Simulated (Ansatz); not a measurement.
**TiO2: geometry relaxation (part 1 of 2)**

System: TiO2 (I4₁/amd, 6 atoms in the cell).
Method: DFT PBE+D3(BJ), scalar-relativistic, plane waves, PAW, no spin polarisation (Ansatz 0.2.0).

The structure derives from an entry of the Crystallography Open Database.

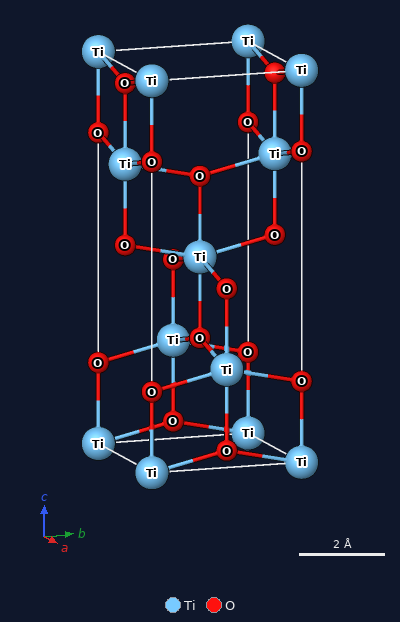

**Figure 1.** The input geometry (ball-and-stick view of the cell 2 times as large as that of the calculation, set on its symmetry axes, seen slightly off an axis). Near neighbours in the crystal (not all of them lie inside the picture): Ti has 6 O at 1.94 to 1.97 Å; O has 3 Ti at 1.94 to 1.97 Å.

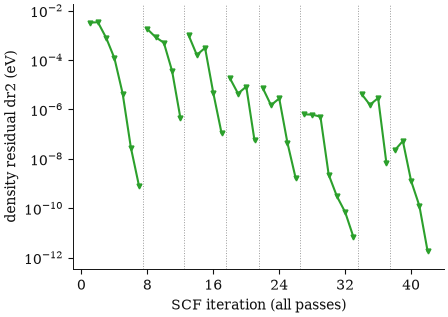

**Figure 2.** Convergence of the self-consistent field: density residual dr2 against the SCF iteration. The dotted lines part the SCF passes of the relaxation: geometry steps, rejected trials and re-solves on a re-selected basis. The 8 passes take 4 to 7 iterations each, 42 in all.

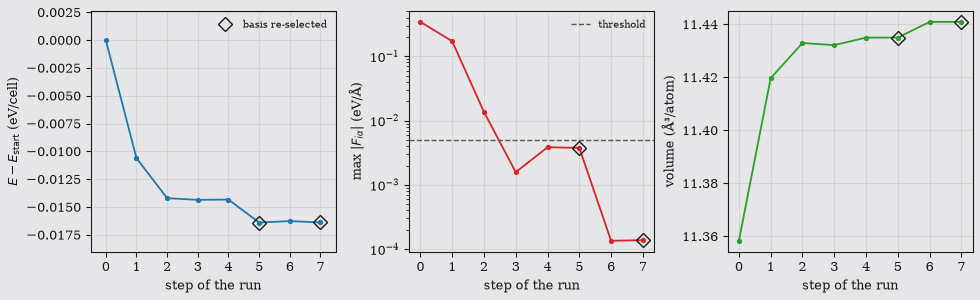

**Figure 3.** Progress of the relaxation, step by step (the first geometry is step 0 here and step 1 in the log).

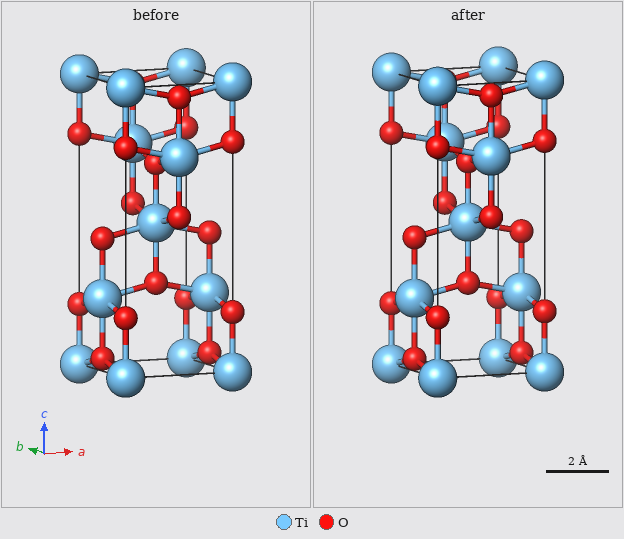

**Figure 4.** Before (left) and after (right) the relaxation, at one scale (ball-and-stick view of the cell 2 times as large as that of the calculation, set on its symmetry axes, seen slightly off an axis). The largest moves relative to the cell, 0.014 Å, are those of O3, O4, O5 and O6. Ti stays in place. Cell: a = b 3.785 → 3.787 Å (+0.1 %), c 9.514 → 9.571 Å (+0.6 %). Volume +0.7 %. Among the contacts that change: Ti1–O3 1.966 → 1.992 Å. The space group stays I4_1/amd (No. 141). After 5 geometry steps the energy has fallen by 16.3 meV per cell of the calculation. The largest force component goes from 0.34 to 0.00014 eV/Å. The pressure goes from 2.47 to 0.01 GPa. The basis was re-selected once at an unchanged geometry, which shifts the energy a little without any move. The energy change given includes the shifts at the re-selections in mid-walk, which come without any move. A last SCF at the same geometry on a re-selected plane-wave basis shifts the energy by −0.1 meV per cell of the calculation. (Atoms are counted from 1 in the order of the input.)

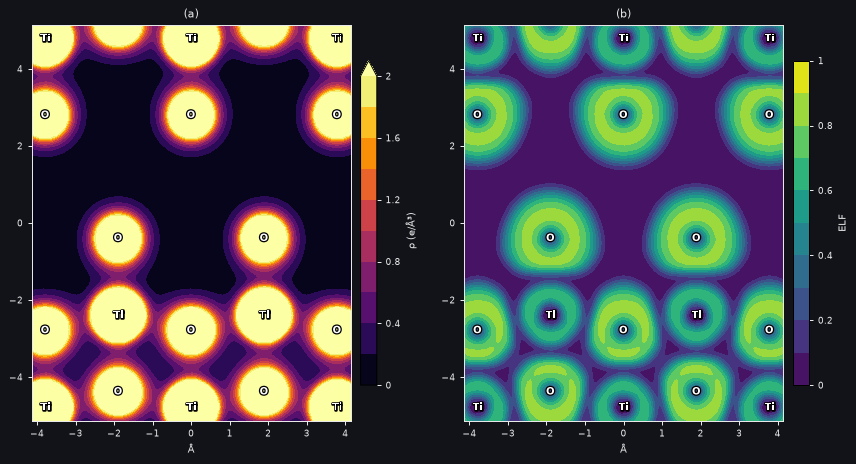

**Figure 5.** (a) valence electron density; (b) electron localisation function on the (100) plane of the conventional cell. Ti–O (1.94 Å): the density is about 0.74 e/Å³ at the midpoint; the ELF is about 0.20 at the midpoint. Ti–O (1.99 Å): ρ at the midpoint is about 0.66 e/Å³; the ELF is about 0.20 at the midpoint. Away from the nuclei the density in this plane falls to 0.02 e/Å³ at its lowest. The strong features right at Ti lie inside the PAW spheres (semicore, d or f shells) and say nothing about bonding. Core electrons are frozen (PAW), so the fields are smoothed inside the atomic spheres.

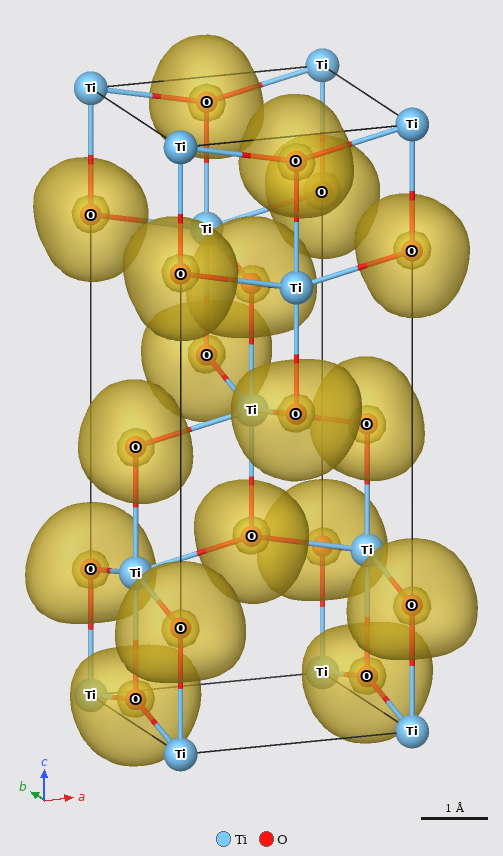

**Figure 6.** Isosurface of the electron localisation function at 0.6 (yellow), seen slightly off an axis. Only the valence region is drawn (cores and ρ < 0.01 e/Å³ removed). Sticks mark near contacts. The outline is the cell set on symmetry axes. Profiles from the grid: Ti–O (1.94 Å): the ELF is about 0.20 at the midpoint. Ti–O (1.99 Å): the ELF is about 0.20 at the midpoint.

These pictures come from the run below.

The input
```yaml
crystal:
  lattice:
    - [-1.8925, 1.8925, 4.757]
    - [1.8925, -1.8925, 4.757]
    - [1.8925, 1.8925, -4.757]
  atoms:
    - { symbol: Ti, position: [0.0, 0.0, 0.0] }
    - { symbol: Ti, position: [0.75, 0.25, 0.5] }
    - { symbol: O, position: [0.2066, 0.2066, 0.0] }
    - { symbol: O, position: [0.9566, 0.4566, 0.5] }
    - { symbol: O, position: [0.5434, 0.0434, 0.5] }
    - { symbol: O, position: [0.7934, 0.7934, 0.0] }
basis:
  ecutwfc: 420
kpoints:
  mp_grid: { grid: [10, 10, 10] }
hamiltonian:
  xc: pbe
  dispersion: d3bj
scf:
  occupations: { method: gaussian, width: 0.02 }
output:
  forces: true
  stress: true
  eigenvalues: true
  write_density: true
  write_potential: true
  elf: true
  volumetric_format: npy
relax:
  adjacent_minimum: "off"
  f_tol: 0.005
  max_steps: 80
  cell: { stress_tol: 0.05 }
```

Launch command:
```bash
ansatz run input.yaml --threads 8 --pin off --max-ram 20480MiB --backend cpu --events-out ev --progress --plain --runs-dir out
```

What the program printed
```
Engine: ansatz 0.2.0, x86_64-unknown-linux-gnu
Pseudopotentials: kind: paw
Pseudopotential: Ti, paw, valence charge 12, recommended cutoff 420 eV (normal), Ti.paw.azcp
Pseudopotential: O, paw, valence charge 6, recommended cutoff 420 eV (normal), O.paw.azcp
Functional definition: PBE
  parameter kappa = 0.804
  parameter beta = 0.06672455060314922
  exchange = pbe_x(kappa = kappa, mu = beta*pi^2/3)
  correlation = pbe_c(beta = beta)
Crystal: 6 atoms, lattice volume = 68.150 Å³
Basis set: ecut = 420 eV, 1323 PW (Γ), exchange–correlation on 80×80×80 points (8 copies of the dense FFT grid, shifted against one another)
Bands: 30, of which v1, the nominal top of the filled ones, is band 24 counted from 1 (23 counted from 0)
Symmetry: 16 space group operations
Space group: I41/amd (ITA 141), of the structure as read, at distance tolerance 4.1e-5 Å
k-points: 102 of 1000
Non-local potential: Ti, projectors of the file, l = 0: 3, l = 1: 2, l = 2: 3, l = 3: 1
Non-local potential: O, projectors of the file, l = 0: 2, l = 1: 2, l = 2: 1
PAW form: soft (Blöchl's): semilocal exchange-correlation on the pseudo side does not see the compensation charge
PAW one-centre angular grid: Ti, 590 points (default); XC on 64 Gauss nodes
PAW one-centre angular grid: O, 110 points (default); XC on 64 Gauss nodes
Initial density: superposition of atomic densities (neutral atoms: chi_scale 0, normalization atom), corrected by the library's trained network
Initial wavefunctions: pseudopotential atomic-orbital guess
Functional: x = pbe(κ = 0.804, μ = 0.2195149727645171), c = pbe(β = 0.06672455060314922)
SCF iter   1: F=—  HF=-7278.812290 eV  |F-HF|=—  |Δ(HF+E_count)|=         —  Δρ=3.52e-3  dr2=3.24e-3  ethr=1.77e-3  ⟨swp⟩=5.5  Hψ=12771  notcnv=0
preconditioner: auto → none  [insulator: Δε(μ)=2.198 eV  Ē_g=9.688 eV  σ=0.020 eV  W_gap=1.00  n_scr=14 (ndim 8)  ℏωp=25.4 eV  f_vac=0.104  D(μ)=0.00/eV (n_scr^D=0)  ε∞_Penn≈7.9]
SCF iter   2: F=—  HF=-7278.814001 eV  |F-HF|=—  |Δ(HF+E_count)|=   1.71e-3  Δρ=2.62e-3  dr2=3.38e-3  ethr=6.75e-6  ⟨swp⟩=2.8  Hψ=6480  notcnv=0  defer=170
SCF iter   3: F=—  HF=-7278.813787 eV  |F-HF|=—  |Δ(HF+E_count)|=   2.14e-4  Δρ=1.45e-3  dr2=7.89e-4  ethr=6.75e-6  ⟨swp⟩=2.0  Hψ=4709  notcnv=0  defer=170
SCF iter   4: F=—  HF=-7278.814019 eV  |F-HF|=—  |Δ(HF+E_count)|=   2.32e-4  Δρ=5.93e-4  dr2=1.19e-4  ethr=1.64e-6  ⟨swp⟩=2.1  Hψ=3553  notcnv=0  defer=170
SCF iter   5: F=—  HF=-7278.814083 eV  |F-HF|=—  |Δ(HF+E_count)|=   6.38e-5  Δρ=1.17e-4  dr2=4.39e-6  ethr=2.48e-7  ⟨swp⟩=2.0  Hψ=3864  notcnv=0  defer=170
SCF iter   6: F=—  HF=-7278.814000 eV  |F-HF|=—  |Δ(HF+E_count)|=   8.27e-5  Δρ=1.31e-5  dr2=2.81e-8  ethr=2.08e-10  ⟨swp⟩=10.3  Hψ=22577  notcnv=0
SCF iter   7: F=-7278.814000 eV  HF=-7278.814000 eV  |F-HF|=6.29e-10  |Δ(HF+E_count)|=   7.78e-8  Δρ=1.62e-6  dr2=7.60e-10  ethr=5.86e-11  ⟨swp⟩=6.0  Hψ=17704  notcnv=0
SCF 1 converged in 7 iterations: F = -7278.814000 eV  dr2 = 7.60e-10
  greatest PAW one-centre occupation: 0.999 electrons in one spin orbital (limit 2), on the Ti atom at site 1 (counted from 0), in its partial waves of l = 0
relax step   1: F+E_penalty+E_count = -7278.81400038 eV  Δ(F+E_penalty+E_count) = +0.000e0 eV  max|allowed force component| = 3.426e-1 eV/Å  Δτ_max = 0.0000 Å  P = +2.470 GPa  Ω = 68.150 Å³  (7 SCF iters, dr2 threshold 1.00e-7 eV, accepted)
Crystal: 6 atoms, lattice volume = 68.518 Å³
Initial density: handed on by an earlier stage of this run
Initial wavefunctions: those handed on with the density
iter 1 solved again at ethr=4.13e-6 eV; its pass at ethr=3.10e-3 eV (dr2=1.98e-3 eV) is discarded
SCF iter   1: F=—  HF=-7278.825266 eV  |F-HF|=—  |Δ(HF+E_count)|=         —  Δρ=1.72e-3  dr2=1.78e-3  ethr=4.13e-6  ⟨swp⟩=2.0  Hψ=16975  notcnv=0
preconditioner: auto → none  [insulator: Δε(μ)=2.133 eV  Ē_g=9.614 eV  σ=0.020 eV  W_gap=1.00  n_scr=14 (ndim 8)  ℏωp=25.4 eV  f_vac=0.105  D(μ)=0.00/eV (n_scr^D=0)  ε∞_Penn≈8.0]
SCF iter   2: F=—  HF=-7278.824826 eV  |F-HF|=—  |Δ(HF+E_count)|=   4.41e-4  Δρ=1.15e-3  dr2=8.37e-4  ethr=3.71e-6  ⟨swp⟩=2.0  Hψ=5274  notcnv=0
SCF iter   3: F=—  HF=-7278.824770 eV  |F-HF|=—  |Δ(HF+E_count)|=   5.57e-5  Δρ=8.57e-4  dr2=4.99e-4  ethr=1.74e-6  ⟨swp⟩=2.0  Hψ=5304  notcnv=0
SCF iter   4: F=—  HF=-7278.824612 eV  |F-HF|=—  |Δ(HF+E_count)|=   1.58e-4  Δρ=2.51e-4  dr2=3.59e-5  ethr=1.04e-6  ⟨swp⟩=2.0  Hψ=3744  notcnv=0
SCF iter   5: F=-7278.824609 eV  HF=-7278.824609 eV  |F-HF|=9.53e-8  |Δ(HF+E_count)|=   2.64e-6  Δρ=3.82e-5  dr2=4.62e-7  ethr=1.25e-9  ⟨swp⟩=8.5  Hψ=23299  notcnv=0
SCF 2 converged in 5 iterations: F = -7278.824609 eV  dr2 = 4.62e-7
relax step   2: F+E_penalty+E_count = -7278.82460939 eV  Δ(F+E_penalty+E_count) = -1.061e-2 eV  max|allowed force component| = 1.712e-1 eV/Å  Δτ_max = 0.0084 Å  P = +0.733 GPa  Ω = 68.518 Å³  energy of the carried Pulay correction = -1.560e-3 eV  (5 SCF iters, dr2 threshold 6.00e-7 eV, accepted)
Crystal: 6 atoms, lattice volume = 68.598 Å³
iter 1 solved again at ethr=1.95e-6 eV; its pass at ethr=3.10e-3 eV (dr2=9.37e-4 eV) is discarded
SCF iter   1: F=—  HF=-7278.828626 eV  |F-HF|=—  |Δ(HF+E_count)|=         —  Δρ=1.30e-3  dr2=1.01e-3  ethr=1.95e-6  ⟨swp⟩=2.2  Hψ=15911  notcnv=0
preconditioner: auto → none  [insulator: Δε(μ)=2.107 eV  Ē_g=9.594 eV  σ=0.020 eV  W_gap=1.00  n_scr=14 (ndim 8)  ℏωp=25.4 eV  f_vac=0.102  D(μ)=0.00/eV (n_scr^D=0)  ε∞_Penn≈8.0]
SCF iter   2: F=—  HF=-7278.828289 eV  |F-HF|=—  |Δ(HF+E_count)|=   3.37e-4  Δρ=5.67e-4  dr2=1.60e-4  ethr=1.95e-6  ⟨swp⟩=2.0  Hψ=4692  notcnv=0
SCF iter   3: F=—  HF=-7278.828258 eV  |F-HF|=—  |Δ(HF+E_count)|=   3.02e-5  Δρ=6.70e-4  dr2=3.09e-4  ethr=3.33e-7  ⟨swp⟩=2.1  Hψ=4802  notcnv=0
SCF iter   4: F=—  HF=-7278.828203 eV  |F-HF|=—  |Δ(HF+E_count)|=   5.51e-5  Δρ=1.13e-4  dr2=4.61e-6  ethr=3.33e-7  ⟨swp⟩=2.1  Hψ=4622  notcnv=0
SCF iter   5: F=-7278.828204 eV  HF=-7278.828204 eV  |F-HF|=2.91e-8  |Δ(HF+E_count)|=   4.87e-7  Δρ=2.26e-5  dr2=1.10e-7  ethr=1.25e-9  ⟨swp⟩=7.4  Hψ=20969  notcnv=0
SCF 3 converged in 5 iterations: F = -7278.828204 eV  dr2 = 1.10e-7
relax step   3: F+E_penalty+E_count = -7278.82820374 eV  Δ(F+E_penalty+E_count) = -3.594e-3 eV  max|allowed force component| = 1.362e-2 eV/Å  Δτ_max = 0.0084 Å  P = -0.012 GPa  Ω = 68.598 Å³  energy of the carried Pulay correction = -1.896e-3 eV  (5 SCF iters, dr2 threshold 6.00e-7 eV, accepted)
Crystal: 6 atoms, lattice volume = 68.593 Å³
iter 1 solved again at ethr=1.93e-8 eV; its pass at ethr=3.10e-3 eV (dr2=9.27e-6 eV) is discarded
SCF iter   1: F=—  HF=-7278.828422 eV  |F-HF|=—  |Δ(HF+E_count)|=         —  Δρ=2.05e-4  dr2=1.86e-5  ethr=1.93e-8  ⟨swp⟩=3.0  Hψ=17991  notcnv=0
preconditioner: auto → none  [insulator: Δε(μ)=2.114 eV  Ē_g=9.596 eV  σ=0.020 eV  W_gap=1.00  n_scr=14 (ndim 8)  ℏωp=25.4 eV  f_vac=0.102  D(μ)=0.00/eV (n_scr^D=0)  ε∞_Penn≈8.0]
SCF iter   2: F=—  HF=-7278.828355 eV  |F-HF|=—  |Δ(HF+E_count)|=   6.71e-5  Δρ=9.19e-5  dr2=4.38e-6  ethr=1.93e-8  ⟨swp⟩=2.0  Hψ=4692  notcnv=0
SCF iter   3: F=—  HF=-7278.828355 eV  |F-HF|=—  |Δ(HF+E_count)|=   6.89e-7  Δρ=1.12e-4  dr2=8.36e-6  ethr=9.12e-9  ⟨swp⟩=2.1  Hψ=4863  notcnv=0
SCF iter   4: F=-7278.828354 eV  HF=-7278.828354 eV  |F-HF|=2.28e-9  |Δ(HF+E_count)|=   1.51e-6  Δρ=1.32e-5  dr2=5.55e-8  ethr=5.38e-10  ⟨swp⟩=7.1  Hψ=20991  notcnv=0
SCF 4 converged in 4 iterations: F = -7278.828354 eV  dr2 = 5.55e-8
relax step   4: F+E_penalty+E_count = -7278.82835385 eV  Δ(F+E_penalty+E_count) = -1.501e-4 eV  max|allowed force component| = 1.575e-3 eV/Å  Δτ_max = 0.0001 Å  P = +0.001 GPa  Ω = 68.593 Å³  energy of the carried Pulay correction = -1.876e-3 eV  (4 SCF iters, dr2 threshold 2.58e-7 eV, accepted)
Crystal: 6 atoms, lattice volume = 68.610 Å³
iter 1 solved again at ethr=9.76e-9 eV; its pass at ethr=3.10e-3 eV (dr2=4.68e-6 eV) is discarded
SCF iter   1: F=—  HF=-7278.828392 eV  |F-HF|=—  |Δ(HF+E_count)|=         —  Δρ=1.59e-4  dr2=7.33e-6  ethr=9.76e-9  ⟨swp⟩=3.0  Hψ=18451  notcnv=0
preconditioner: auto → none  [insulator: Δε(μ)=2.118 eV  Ē_g=9.597 eV  σ=0.020 eV  W_gap=1.00  n_scr=14 (ndim 8)  ℏωp=25.4 eV  f_vac=0.102  D(μ)=0.00/eV (n_scr^D=0)  ε∞_Penn≈8.0]
SCF iter   2: F=—  HF=-7278.828328 eV  |F-HF|=—  |Δ(HF+E_count)|=   6.44e-5  Δρ=6.94e-5  dr2=1.48e-6  ethr=9.76e-9  ⟨swp⟩=2.5  Hψ=4994  notcnv=0
SCF iter   3: F=—  HF=-7278.828329 eV  |F-HF|=—  |Δ(HF+E_count)|=   8.04e-7  Δρ=6.39e-5  dr2=2.77e-6  ethr=3.09e-9  ⟨swp⟩=2.0  Hψ=4692  notcnv=0
SCF iter   4: F=—  HF=-7278.828328 eV  |F-HF|=—  |Δ(HF+E_count)|=   5.01e-7  Δρ=1.06e-5  dr2=4.35e-8  ethr=3.09e-9  ⟨swp⟩=2.0  Hψ=4537  notcnv=0
SCF iter   5: F=-7278.828328 eV  HF=-7278.828328 eV  |F-HF|=3.80e-10  |Δ(HF+E_count)|=   1.17e-8  Δρ=2.62e-6  dr2=1.61e-9  ethr=6.64e-11  ⟨swp⟩=7.4  Hψ=16519  notcnv=0
SCF 5 converged in 5 iterations: F = -7278.828328 eV  dr2 = 1.61e-9
relax step   5: F+E_penalty+E_count = -7278.82832810 eV  Δ(F+E_penalty+E_count) = +2.574e-5 eV  max|allowed force component| = 3.841e-3 eV/Å  Δτ_max = 0.0011 Å  P = -0.005 GPa  Ω = 68.610 Å³  energy of the carried Pulay correction = -1.947e-3 eV  (5 SCF iters, dr2 threshold 3.19e-8 eV, accepted)
Initial wavefunctions: pseudopotential atomic-orbital guess (no wavefunctions were taken with the density)
iter 1 solved again at ethr=8.15e-9 eV; its pass at ethr=3.10e-3 eV (dr2=3.91e-6 eV) is discarded
```
